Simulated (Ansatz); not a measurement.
# Cobalt, hcp: revPBE0 after revPBE

Aim: see what exact exchange does to the levels and moments, and what it costs. The cell comes from an earlier revPBE relaxation. Exact exchange is dear, so the k-mesh is coarse, and revPBE is run on the same mesh for comparison.

Program: Ansatz 0.2.0. Level of theory: DFT, plane waves (420 eV) with PBE-made PAW files, scalar-relativistic; functionals as named at each step. These are calculated values, not measurements.

## 1. Starting point

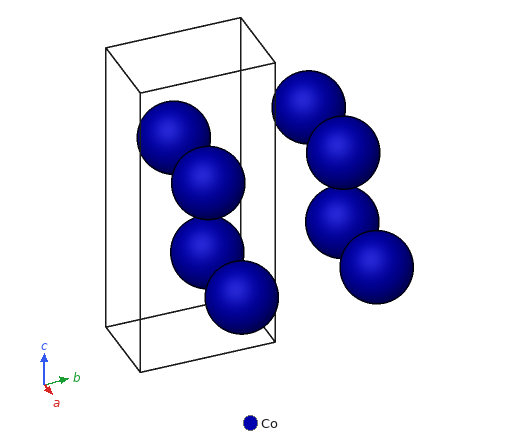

Start, viewed slightly off an axis; cobalt blue. 2×2×1 cells are drawn. Any atoms on the faces are drawn again on the opposite ones.

Coordinates:

```cif
data_structure
_symmetry_space_group_name_H-M 'P6_3/mmc'
_symmetry_Int_Tables_number 194
_cell_length_a 2.5123
_cell_length_b 2.5123
_cell_length_c 4.0562
_cell_angle_alpha 90.000
_cell_angle_beta 90.000
_cell_angle_gamma 120.000
_cell_volume 22.17
loop_
_atom_site_label
_atom_site_type_symbol
_atom_site_symmetry_multiplicity
_atom_site_Wyckoff_symbol
_atom_site_fract_x
_atom_site_fract_y
_atom_site_fract_z
_atom_site_occupancy
Co1 Co 2 c 0.33333 0.66667 0.25000 1
```

Starting moments (μB): +1.71 ×2.

## 2. revPBE, coarse mesh

The run with revPBE.

File input.yaml:

```yaml
crystal:
  lattice:
    - [2.512256127, 0.0, 0.0]
    - [-1.2561280635, 2.1756776269, 0.0]
    - [0.0, 0.0, 4.056198788]
  atoms:
    - { symbol: Co, position: [0.3333333333, 0.6666666667, 0.25], spin: 1.714 }
    - { symbol: Co, position: [0.6666666667, 0.3333333333, 0.75], spin: 1.714 }
hamiltonian:
  xc: revpbe
  pseudopotentials:
    kind: paw
    azcp:
      Co: "pseudopotentials/Co.paw.azcp"
basis:
  ecutwfc: 420
  fft_grid_basis: typed
kpoints:
  mp_grid: { grid: [7, 7, 4], shift: [0, 0, 0] }
magnetization:
  spin_polarized: true
scf:
  occupations: { method: fermi_dirac, width: 0.1 }
```

The program printed, shortened:

```text
Warning: RAYON_NUM_THREADS=4 ignored (pool sized by the plan → 4); use --threads N
[...]
Pseudopotentials: kind: paw
Pseudopotential: Co, paw, valence charge 17, recommended cutoff 420 eV (normal), <dir>
Functional definition: revPBE
[...]
Crystal: 2 atoms, lattice volume = 22.171 Å³
Basis set: ecut = 420 eV, 415 PW (Γ)
Bands: 23, of which v1, the nominal top of the filled ones, is band 17 counted from 1 (16 counted from 0)
Symmetry: 24 space group operations
Space group: P63/mmc (ITA 194), of the structure as read, at distance tolerance 2.8e-5 Å
Magnetic group: BNS 194.263 (UNI 1493), of the structure as read, at distance tolerance 2.8e-5 Å
k-points: 24 of 196
[...]
Starting moments: Σ|m| = 3.428 μB on 2 of 2 sites
[...]
SCF iter   1: F=—  HF=-10258.631650 eV  |F-HF|=—  |Δ(HF+E_count)|=         —  Δρ=1.11e-1 (↑1.48e-2 ↓1.11e-1)  dr2=2.03e0  dr2_m=4.86e-1  M=3.484 μB ∫|m|=3.633 μB  β_m=0.30  ethr=3.10e-3  ⟨swp⟩=5.0  Hψ=4062  notcnv=0
[...]
SCF iter  10: F=-10259.271782 eV  HF=-10259.271782 eV  |F-HF|=3.71e-9  |Δ(HF+E_count)|=   5.22e-9  Δρ=5.46e-6 (↑7.49e-7 ↓5.46e-6)  dr2=4.90e-9  dr2_m=1.31e-9  M=3.310 μB ∫|m|=3.648 μB  ethr=6.36e-11  ⟨swp⟩=1.0  Hψ=2956  notcnv=0
[...]
SCF converged after 10 iterations
Magnetization: 3.3098 μB (18.6549 up, 15.3451 down)
Absolute magnetization: 3.6494 μB (∫|ρ↑−ρ↓|, with the PAW one-centre terms)
Spin contamination: 0.0638 ħ² per cell (⟨S²⟩ above its minimum at these occupations)
Per-site moments (μB) at R_I (Å): [(1.7328192629985706, 1.0285236845742456), (1.7328192629985713, 1.0285236845742456)]
Free energy (F): -10259.271782 eV
[...]
E sigma→0 (E₀):  -10259.235717 eV
Entropy (-TS):   -0.072130 eV (-36.065 meV/atom)
Fermi energy:    18.318358 eV
[...]
```

It took 0.72 s on 4 threads of an x86-64 CPU, shared host; peak memory 0.37 GiB.

## 3. revPBE0 on the coarse mesh

The run with revPBE0.

Edit input.yaml of step 2 so:

```diff
@@ -9,3 +9,3 @@
 hamiltonian:
-  xc: revpbe
+  xc: revpbe0
   pseudopotentials:
```

The program printed, shortened:

```text
Warning: RAYON_NUM_THREADS=4 ignored (pool sized by the plan → 4); use --threads N
[...]
Pseudopotentials: kind: paw
Pseudopotential: Co, paw, valence charge 17, recommended cutoff 420 eV (normal), <dir>
Functional definition: revPBE0
[...]
Crystal: 2 atoms, lattice volume = 22.171 Å³
Basis set: ecut = 420 eV, 415 PW (Γ)
Bands: 23, of which v1, the nominal top of the filled ones, is band 17 counted from 1 (16 counted from 0)
Symmetry: 24 space group operations
Space group: P63/mmc (ITA 194), of the structure as read, at distance tolerance 2.8e-5 Å
Magnetic group: BNS 194.263 (UNI 1493), of the structure as read, at distance tolerance 2.8e-5 Å
k-points: 24 of 196
[...]
Starting moments: Σ|m| = 3.428 μB on 2 of 2 sites
[...]
hybrid SCF converged: 2 outer / 27 inner (+0 warm-up), last move |dexx| = 1.22e-4 eV, tail = 6.42e-7 eV
Magnetization: 3.9178 μB (18.9589 up, 15.0411 down)
Absolute magnetization: 4.8946 μB (∫|ρ↑−ρ↓|, with the PAW one-centre terms)
Spin contamination: 0.2736 ħ² per cell (⟨S²⟩ above its minimum at these occupations)
Per-site moments (μB) at R_I (Å): [(2.160841499257726, 1.0285236845742456), (2.1608414992577254, 1.0285236845742456)]
Free energy (F): -10253.514714 eV
Frozen-core exchange: fock
[...]
E sigma→0 (E₀):  -10253.510339 eV
Entropy (-TS):   -0.008751 eV (-4.376 meV/atom)
Fermi energy:    18.626373 eV
[...]
--- Band table (eV; the first three rows and the last of 48) ---
[... band rows left out ...]
[...]
  guard bands above this table: 2 of the run's 23 bands, where the rule asks 3: the bands that hold charge and the lowest empty level above them stay in the table. The solve was not asked for them (output.publish_guard_bands: true or output.eigenvalues: true publishes all)
```

Run time: 18 s. Hardware: 4 threads of an x86-64 CPU, shared host; peak memory 0.83 GiB.

## 4. The functionals compared

| functional | gap on the mesh | Fermi energy (eV) | magnetic state | SCF cycles | exchange loops | CPU time |
| --- | --- | --- | --- | --- | --- | --- |
| revPBE | none (levels filled in part) | 18.318 | ferromagnetic, up to 1.73 μB per atom | 10 | - | 1.7 s |
| revPBE0 | none (levels filled in part) | 18.626 | ferromagnetic, up to 2.16 μB per atom | 27 | 2 | 60 s |

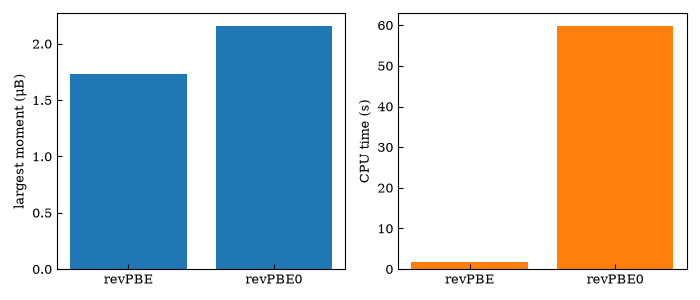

Largest moment and CPU time by functional.

## 5. Outcome

```
                             quantity                                  value
                          revPBE: gap           none (levels filled in part)
               revPBE: magnetic state  ferromagnetic, up to 1.73 μB per atom
                         revPBE0: gap           none (levels filled in part)
              revPBE0: magnetic state  ferromagnetic, up to 2.16 μB per atom
  revPBE0: SCF cycles, exchange loops                                  27, 2
revPBE0: CPU time over that of revPBE                                     35
```

In words: Neither revPBE nor revPBE0 shows a clean gap on this mesh. The largest moment goes from 1.73 to 2.16 μB; exact exchange favours larger moments in itinerant magnets. revPBE0 cost 35 times the CPU time of revPBE. revPBE0 needed 2 outer loops of the exchange operator. The total energies in the logs cannot be compared from one functional to another.
